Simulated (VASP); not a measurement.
# Run report: Ta, optical-spectrum calculation (part 1 of 3)

- system: Ta (Im-3m, 1 atom in the cell)
- method: Kohn-Sham DFT of a periodic cell, LDA, VASP PAW LDA potentials, recommended, no spin polarisation (VASP 6.6.1)

The structure was built on a prototype by a generator; it need not be a known phase.

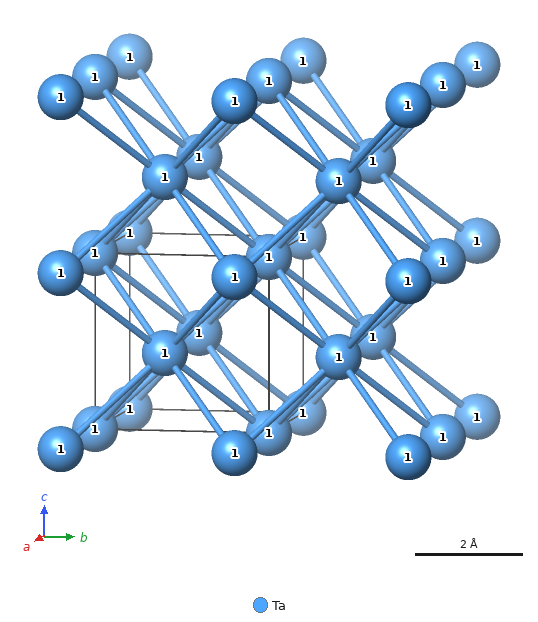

*The structure (ball-and-stick view of the cell 2 times as large as that of the calculation, set on its symmetry axes, repeated 2 × 2 × 2, seen slightly off an axis; atoms are numbered from 1 in the order of the input).*

### INCAR
```
  PREC = Accurate
  ENCUT = 520
  EDIFF = 1E-7
  ISMEAR = 1
  SIGMA = 0.1
  LREAL = F
  LASPH = T
  NELM = 100
  ALGO = Fast
  ISIF = 2
  LWAVE = F
  LCHARG = F
  LOPTICS = T
  NEDOS = 2000
  CSHIFT = 0.1
```

### KPOINTS
```
regular mesh
0
Gamma
  22 22 22
```

### POSCAR
```
Ta                                      
1.0
   -1.6600000000      1.6600000000      1.6600000000
    1.6600000000     -1.6600000000      1.6600000000
    1.6600000000      1.6600000000     -1.6600000000
  Ta            
     1
Direct
     0.0000000000000000    0.0000000000000000    0.0000000000000000
```

Machine: 1 thread of Intel Xeon (Sapphire Rapids), 360 GiB of memory available, shared host.

Launch command:
```bash
cat potpaw_LDA.64/Ta_pv/POTCAR > POTCAR
mpirun -np 1 vasp_std > vasp.out
```

### OSZICAR
```
N       E                     dE             d eps       ncg     rms          rms(c)
DAV:   1     0.451450373549E+02    0.45145E+02   -0.65698E+03  5904   0.117E+03
DAV:   2    -0.126185934352E+02   -0.57764E+02   -0.56771E+02  7726   0.244E+02
DAV:   3    -0.132988905740E+02   -0.68030E+00   -0.65849E+00  7024   0.263E+01
DAV:   4    -0.133046350666E+02   -0.57445E-02   -0.57293E-02  6878   0.178E+00
DAV:   5    -0.133046803037E+02   -0.45237E-04   -0.45231E-04  6596   0.131E-01    0.131E+01
RMM:   6    -0.129034330287E+02    0.40125E+00   -0.38625E-01  6047   0.630E+00    0.617E+00
RMM:   7    -0.127905085302E+02    0.11292E+00   -0.42978E-01  6467   0.604E+00    0.352E-01
RMM:   8    -0.127900787248E+02    0.42981E-03   -0.21471E-02  6896   0.152E+00    0.407E-01
RMM:   9    -0.127903188725E+02   -0.24015E-03   -0.48053E-03  7179   0.578E-01    0.131E-01
RMM:  10    -0.127902318381E+02    0.87034E-04   -0.80038E-04  6680   0.302E-01    0.413E-02
RMM:  11    -0.127902397747E+02   -0.79366E-05   -0.11214E-04  7665   0.102E-01    0.903E-03
RMM:  12    -0.127902413377E+02   -0.15631E-05   -0.17471E-05  7884   0.409E-02    0.873E-03
RMM:  13    -0.127902415764E+02   -0.23867E-06   -0.31287E-06  7507   0.175E-02    0.262E-03
RMM:  14    -0.127902415913E+02   -0.14850E-07   -0.84410E-07  6639   0.994E-03
   1 F= -.12790242E+02 E0= -.12790227E+02  d E =-.435698E-04
 imaginary and real dielectric function
```

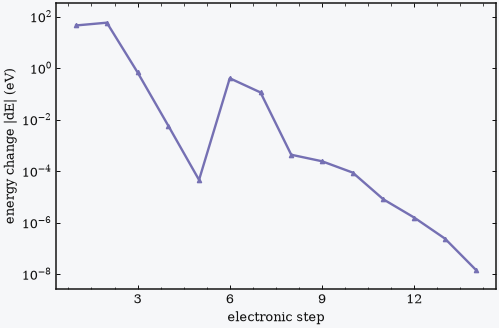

*Convergence of the self-consistent field: energy change |dE| against the electronic step.*

It takes 14 electronic steps. The density is held fixed in the first few steps, and dE rises again when its update begins.

### Parts of OUTCAR
```
PREC = Accurate
   ENCUT = 520
   EDIFF = 1E-7
   ISMEAR = 1
   LREAL = F
   LASPH = T
   NELM = 100
   ISIF = 2

 ion  position               nearest neighbor table
   1  0.000  0.000  0.000-

  LATTYP: Found a body centered cubic cell.
 ALAT       =     3.3200000000

  Lattice vectors:

 A1 = (  -1.6600000000,   1.6600000000,   1.6600000000)
 A2 = (   1.6600000000,  -1.6600000000,   1.6600000000)
 A3 = (   1.6600000000,   1.6600000000,  -1.6600000000)

Analysis of symmetry for initial positions (statically):
=====================================================================
 Subroutine PRICEL returns:
 Original cell was already a primitive cell.

 Routine SETGRP: Setting up the symmetry group for a
 body centered cubic supercell.

 Subroutine GETGRP returns: Found 48 space group operations
 (whereof 48 operations were pure point group operations)
 out of a pool of 48 trial point group operations.

The static configuration has the point symmetry O_h .

Analysis of symmetry for dynamics (positions and initial velocities):
=====================================================================
 Subroutine PRICEL returns:
 Original cell was already a primitive cell.

 Routine SETGRP: Setting up the symmetry group for a
 body centered cubic supercell.

 Subroutine GETGRP returns: Found 48 space group operations
 (whereof 48 operations were pure point group operations)
 out of a pool of 48 trial point group operations.

The dynamic configuration has the point symmetry O_h .

 Subroutine INISYM returns: Found 48 space group operations
 (whereof 48 operations are pure point group operations),
 and found     1 'primitive' translations

----------------------------------------------------------------------------------------

                                     Primitive cell

  volume of cell :      18.2972

  direct lattice vectors                    reciprocal lattice vectors
    -1.660000000  1.660000000  1.660000000     0.000000000  0.301204819  0.301204819
     1.660000000 -1.660000000  1.660000000     0.301204819  0.000000000  0.301204819
     1.660000000  1.660000000 -1.660000000     0.301204819  0.301204819  0.000000000

  length of vectors
     2.875204341  2.875204341  2.875204341     0.425967940  0.425967940  0.425967940

  position of ions in fractional coordinates (direct lattice)
     0.000000000  0.000000000  0.000000000

  ion indices of the primitive-cell ions
   primitive index   ion index
                 1           1

----------------------------------------------------------------------------------------

 KPOINTS: regular mesh

Automatic generation of k-mesh.
 Grid dimensions read from file:
 generate k-points for:   22   22   22

 Generating k-lattice:

  Cartesian coordinates                     Fractional coordinates (reciprocal lattice)
     0.000000000  0.013691128  0.013691128     0.045454545  0.000000000  0.000000000
     0.013691128  0.000000000  0.013691128     0.000000000  0.045454545  0.000000000
     0.013691128  0.013691128  0.000000000     0.000000000  0.000000000  0.045454545

  Length of vectors
     0.019362179  0.019362179  0.019362179

  Shift w.r.t. Gamma in fractional coordinates (k-lattice)
     0.000000000  0.000000000  0.000000000

 Subroutine IBZKPT returns following result:
 ===========================================

 Found    328 irreducible k-points:

 Following reciprocal coordinates:
            Coordinates               Weight
  0.000000  0.000000  0.000000      1.000000
  0.045455  0.000000  0.000000     12.000000
  0.090909  0.000000  0.000000     12.000000
  0.136364  0.000000  0.000000     12.000000
  0.181818  0.000000  0.000000     12.000000
  0.227273  0.000000  0.000000     12.000000
  0.272727  0.000000  0.000000     12.000000
  0.318182  0.000000  0.000000     12.000000
  0.363636  0.000000  0.000000     12.000000
  0.409091  0.000000  0.000000     12.000000
  0.454545  0.000000  0.000000     12.000000
  0.500000  0.000000  0.000000      6.000000
  0.045455  0.045455  0.000000     24.000000
  0.090909  0.045455  0.000000     48.000000
  0.136364  0.045455  0.000000     48.000000
  0.181818  0.045455  0.000000     48.000000
  0.227273  0.045455  0.000000     48.000000
  0.272727  0.045455  0.000000     48.000000
  0.318182  0.045455 -0.000000     48.000000
  0.363636  0.045455  0.000000     48.000000
  0.409091  0.045455 -0.000000     48.000000
  0.454545  0.045455  0.000000     48.000000
  0.090909  0.090909  0.000000     24.000000
  0.136364  0.090909  0.000000     48.000000
 [... further k-points ...]
   k-points           NKPTS =    328   k-points in BZ     NKDIM =    328   number of bands    NBANDS=      9
   number of dos      NEDOS =   2000   number of ions     NIONS =      1
   total plane-waves  NPLWV =  13824
   dimension x,y,z NGX =    24 NGY =   24 NGZ =   24
   dimension x,y,z NGXF=    48 NGYF=   48 NGZF=   48
   ions per type =               1
   NGX,Y,Z   is equivalent  to a cutoff of  13.88, 13.88, 13.88 a.u.
   NGXF,Y,Z  is equivalent  to a cutoff of  27.75, 27.75, 27.75 a.u.
 SYSTEM =  unknown system
   PREC   = accura    normal or accurate (medium, high low for compatibility)
   ISTART =      0    job   : 0-new  1-cont  2-samecut
   ICHARG =      2    charge: 1-file 2-atom 10-const
   ISPIN  =      1    spin polarized calculation?
   LNONCOLLINEAR =      F non collinear calculations
   LSORBIT =      F    spin-orbit coupling
   LASPH  =      T    aspherical Exc in radial PAW
   ENCUT  =  520.0 eV  38.22 Ry    6.18 a.u.   5.35  5.35  5.35*2*pi/ulx,y,z
   NELM   =    100;   NELMIN=  2; NELMDL= -5     # of ELM steps
   EDIFF  = 0.1E-06   stopping-criterion for ELM
   LREAL  =      F    real-space projection
   EDIFFG = 0.1E-05   stopping-criterion for IOM
   NSW    =      0    number of steps for IOM
   IBRION =     -1    ionic relax: 0-MD 1-quasi-New 2-CG
   NFREE  =      0    steps in history (QN), initial steepest desc. (CG)
   ISIF   =      2    stress and relaxation
   ISYM   =      2    0-nonsym 1-usesym 2-fastsym
   POTIM  = 0.5000    time-step for ionic-motion
   TEBEG  =    0.0;   TEEND  =   0.0 temperature during run
   PSTRESS=    0.0 pullay stress
   NELECT =      11.0000    total number of electrons
   NUPDOWN=      -1.0000    fix difference up-down
   EMIN   =  10.00;   EMAX   =-10.00  energy-range for DOS
   EFERMI =   0.00;   METHOD = LEGACY
   ISMEAR =     1;   SIGMA  =   0.10  broadening in eV -4-tet -1-fermi 0-gaus
   EFERMI_NEDOS =   21; number of points for ismear=-14 and -15
   IALGO  =     68    algorithm
   IMIX   =      4    mixing-type and parameters
     AMIX     =   0.40;   BMIX     =  1.00
     AMIX_MAG =   1.60;   BMIX_MAG =  1.00
  volume/ion in A,a.u.               =      18.30       123.48
  Fermi-wavevector in a.u.,A,eV,Ry     =   1.381691  2.611018 25.974480  1.909070
  Thomas-Fermi vector in A             =   2.506452
   LORBIT       =      0    0 simple, 1 ext, 2 COOP (PROOUT), +10 PAW based schemes
   GGA     = CA    functional components
   LHFCALC =     F    Hartree Fock is set to
   AEXX    =    0.0000 exact exchange contribution
   IVDW    =     0    specifies the selected vdW correction
   LEPSILON=     F    determine dielectric tensor
   LRPA    =     F    only Hartree local field effects (RPA)
 non-spin polarized calculation
 RMM-DIIS sequential band-by-band and
 Methfessel and Paxton  Order N= 1 SIGMA  =   0.10
  energy-cutoff  :      520.00
  volume of cell :       18.30
 maximum number of plane-waves:       531
 NGX is ok and might be reduce to    24
   NGX = 11   NGY = 11   NGZ = 11

 number of electron      11.0000000 magnetization

 Free energy of the ion-electron system (eV)
  ---------------------------------------------------
  ext. energy  EPLUGINS =         0.00000000
  ---------------------------------------------------
  free energy    TOTEN  =       -12.79024159 eV

  energy without entropy =      -12.79019802  energy(sigma->0) =      -12.79022707

 E-fermi :   5.2650     XC(G=0): -12.7164     alpha+bet :-13.0525

 val. band max:        5.2637167013   @ k =  -0.4091   0.4091   0.1818
 cond. band min:       5.2683143414   @ k =  -0.2727   0.2727   0.1364
 fundamental gap:      0.0045976401
 Fermi energy:         5.2649905196

 k-point     1 :       0.0000    0.0000    0.0000
  band No.  band energies     occupation
      1     -27.6923      2.00000
      2     -27.6923      2.00000
      3     -27.6923      2.00000
      4      -2.5130      2.00000
      5       5.9392     -0.00000
      6       5.9392     -0.00000
      7       5.9392     -0.00000
      8       9.1396      0.00000
      9       9.1396      0.00000

 k-point     2 :       0.0455    0.0000    0.0000
  band No.  band energies     occupation
      1     -27.7173      2.00000
      2     -27.7000      2.00000
      3     -27.6924      2.00000
      4      -2.4213      2.00000
      5       5.8804     -0.00000
      6       5.9244     -0.00000
      7       6.0284     -0.00000
      8       9.0415      0.00000
      9       9.1400      0.00000

 k-point     3 :       0.0909    0.0000    0.0000
  band No.  band energies     occupation
      1     -27.7899      2.00000
      2     -27.7225      2.00000
      3     -27.6928      2.00000
      4      -2.1525      2.00000
      5       5.7135     -0.00000
      6       5.8657     -0.00000
      7       6.2938     -0.00000
      8       8.8079      0.00000
      9       9.1441      0.00000

 k-point     4 :       0.1364    0.0000    0.0000
  band No.  band energies     occupation
      1     -27.9028      2.00000
      2     -27.7578      2.00000
      3     -27.6933      2.00000
      4      -1.7260      2.00000
      5       5.4643     -0.01637
      6       5.7315     -0.00000
      7       6.7300     -0.00000
      8       8.5764      0.00000
      9       9.1608      0.00000

 k-point     5 :       0.1818    0.0000    0.0000
  band No.  band energies     occupation
      1     -28.0449      2.00000
      2     -27.8027      2.00000
      3     -27.6941      2.00000
      4      -1.1765      2.00000
      5       5.1654      2.04937
      6       5.5129     -0.00254
      7       7.3275      0.00000
      8       8.4649      0.00000
      9       9.2009      0.00000

 [... the levels of 18 k-points are left out ...]

 k-point    24 :       0.1364    0.0909    0.0000
  band No.  band energies     occupation
      1     -28.0954      2.00000
      2     -27.7981      2.00000
      3     -27.7234      2.00000
      4      -0.9397      2.00000
      5       5.1454      2.07064
      6       5.2826      0.70758
      7       7.6640      0.00000
      8       8.2389      0.00000
      9       9.3930      0.00000

 [... further k-points ...]

------------------------ aborting loop because EDIFF is reached ----------------------------------------

  FORCE on cell =-STRESS in cart. coord.  units (eV):
  Direction    XX          YY          ZZ          XY          YZ          ZX
  --------------------------------------------------------------------------------------
  -------------------------------------------------------------------------------------
  Total       -1.2810422     -1.2810422     -1.2810422      0.0000000      0.0000000      0.0000000
  in kB     -112.1733674   -112.1733674   -112.1733674      0.0000000      0.0000000      0.0000000
  external PRESSURE =    -112.1733674 kB  Pullay stress =       0.0000000 kB

 VOLUME and BASIS-vectors are now :
 -----------------------------------------------------------------------------
  energy-cutoff  :      520.00
  volume of cell :       18.30
      direct lattice vectors                 reciprocal lattice vectors
    -1.660000000  1.660000000  1.660000000     0.000000000  0.301204819  0.301204819
     1.660000000 -1.660000000  1.660000000     0.301204819  0.000000000  0.301204819
     1.660000000  1.660000000 -1.660000000     0.301204819  0.301204819  0.000000000

 POSITION                                       TOTAL-FORCE (eV/Angst)
 -----------------------------------------------------------------------------------
      0.00000      0.00000      0.00000        -0.000000     -0.000000      0.000000
 -----------------------------------------------------------------------------------
    total drift:                                0.000000      0.000000      0.000000

  FREE ENERGIE OF THE ION-ELECTRON SYSTEM (eV)
  ---------------------------------------------------
  free  energy   TOTEN  =       -12.7902415913 eV

  energy  without entropy=      -12.7901980214  energy(sigma->0) =      -12.79022707

 electrical conductivity sigma (Mega S m-1) (frequency dependency in vasprun.xml)
  --------------------------------------------------------------------------------------
       0.185      -0.000       0.000
      -0.000       0.185       0.000
      -0.000      -0.000       0.185
```
